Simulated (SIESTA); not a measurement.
**Energy of Ti along an even scaling of the cell**

System: Ti (P6₃/mmc, 2 atoms in the cell).
Method: Kohn-Sham DFT of a periodic cell, PBE, PseudoDojo 0.4 standard, converted to PSML, no spin polarisation (SIESTA 5.4.2).

The 7 runs differ only in the geometry, by an even scaling of the cell at fixed fractional positions. The structure derives from an entry of the Crystallography Open Database.

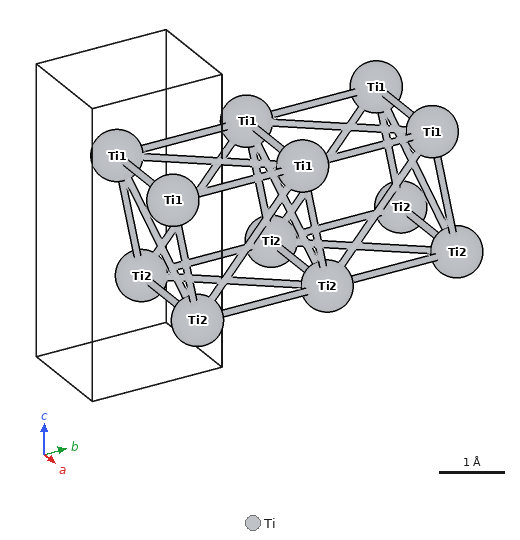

Figure 1. The structure of run 4 (ball-and-stick view of the cell of the calculation, repeated 2 × 3 × 1, seen slightly off an axis; atoms are numbered from 1 in the order of the input). An atom can appear more than once, as a periodic image.

### The input of run 4
```
SystemName                      Titanium
SystemLabel                     Ti
NumberOfSpecies                 1
NumberOfAtoms                   2
%block ChemicalSpeciesLabel
  1  22 Ti
%endblock ChemicalSpeciesLabel

UseStructFile                   true

%block kgrid.MonkhorstPack
   10   0   0  0.0
    0  10   0  0.0
    0   0   6  0.0
%endblock kgrid.MonkhorstPack
XC.Functional                   GGA
XC.Authors                      PBE
PAO.BasisSize                   DZP
PAO.EnergyShift                 0.003 Ry
Mesh.Cutoff                     800 Ry
OccupationFunction              FD
ElectronicTemperature           0.05 eV
MaxSCFIterations                120
SCF.MustConverge                false
SCF.Mixer.Method                Pulay
SCF.Mixer.Weight                0.25
SCF.Mixer.History               8
SCF.DM.Tolerance                5.0e-05
SCF.H.Tolerance                 1.0e-03 eV
WriteForces                     true
Charge.Mulliken                 end
%block PAO.Basis
  Ti 5
  n=3 0 2
    3.144 0.000
  n=4 0 2
    8.756 0.000
  n=3 1 2
    3.568 0.000
  n=4 1 1
    8.756
  n=3 2 2
    6.267 0.000
%endblock PAO.Basis
```

### File Ti.STRUCT_IN of run 4
```
   2.9500000000     0.0000000000     0.0000000000
  -1.4750000000     2.5547749412     0.0000000000
   0.0000000000     0.0000000000     4.6800000000
2
1  22    0.6666666667     0.3333333333     0.7500000000
1  22    0.3333333333     0.6666666667     0.2500000000
```

Command:
```bash
siesta < Ti.fdf > Ti.out 2>&1
```

Run 3 differs from it as follows:
```diff
-   2.9500000000     0.0000000000     0.0000000000
-  -1.4750000000     2.5547749412     0.0000000000
-   0.0000000000     0.0000000000     4.6800000000
+   2.9302007457     0.0000000000     0.0000000000
+  -1.4651003729     2.5376282840     0.0000000000
+   0.0000000000     0.0000000000     4.6485896576
```

### Results, with one run withheld

| run | volume per atom (Å³) | free energy per atom, from the lowest run given (meV) | pressure (GPa) |
| --- | --- | --- | --- |
| 1 | 16.577 | 15.59 | 6.21 |
| 2 | 16.930 | 4.85 | 3.57 |
| 3 | 17.283 | ? | ? |
| 4 | 17.636 | 0.00 | −1.29 |
| 5 | 17.988 | 5.23 | −3.38 |
| 6 | 18.341 | 14.72 | −5.25 |
| 7 | 18.694 | 28.30 | −7.06 |

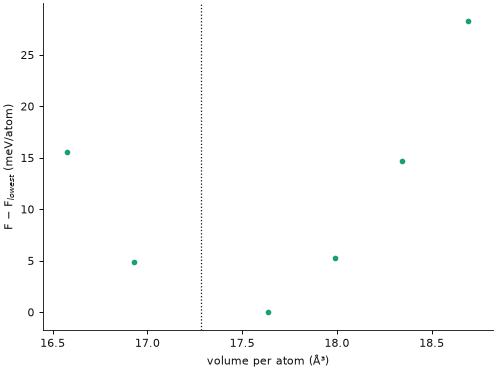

Figure 2. Free energy per atom of the runs given; the dotted line marks run 3.

Estimate the energy of run 3 from the others.

A cubic polynomial in V^(−2/3) (the Birch–Murnaghan form), fitted to the 6 runs given, misses them by at most 0.08 meV per atom. With x = V^(−2/3) − 0.14742 Å⁻², it reads F = 0.33801 − 1627.8 x + 6.3626e+05 x² − 1.284e+06 x³ (meV per atom). At run 3 it gives −0.20 meV per atom, and the run itself gives −0.28. The slope of the fit gives a pressure −dF/dV of 1.04 GPa there, and the run prints 1.08 GPa. The fit has its minimum at 17.439 Å³ per atom, where V d²F/dV² gives 114 GPa. Cell shape and fractional positions are held, so this is the stiffness under even scaling; the relaxed bulk modulus wasn't computed.

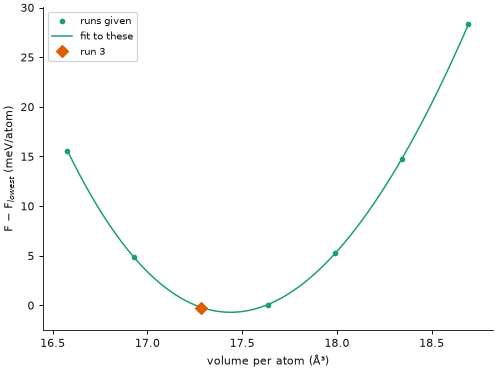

Figure 3. The fit and the withheld run.

### Some lines of the output (run 3)
```
[...]
outcell: Cell volume (Ang**3)        :     34.5658
stepf: Fermi-Dirac step function
siesta: Etot    =     -3228.898423
siesta: FreeEng =     -3228.911961
        iscf     Eharris(eV)        E_KS(eV)     FreeEng(eV)     dDmax    Ef(eV) dHmax(eV)
siesta: E_KS(eV) =            -3229.8952
siesta: E_KS - E_eggbox =     -3229.8952
siesta: Etot    =     -3229.895171
siesta: FreeEng =     -3229.914481
siesta:         Fermi =      -7.080068
siesta: Cell volume =         34.565798 Ang**3
    Orbital volume contribution        =           3.052212 eV
```

Notes: Points of doubt noted for this run: mulliken charges of long orbitals. With a small basis of atomic orbitals these values can differ much from converged plane-wave results.
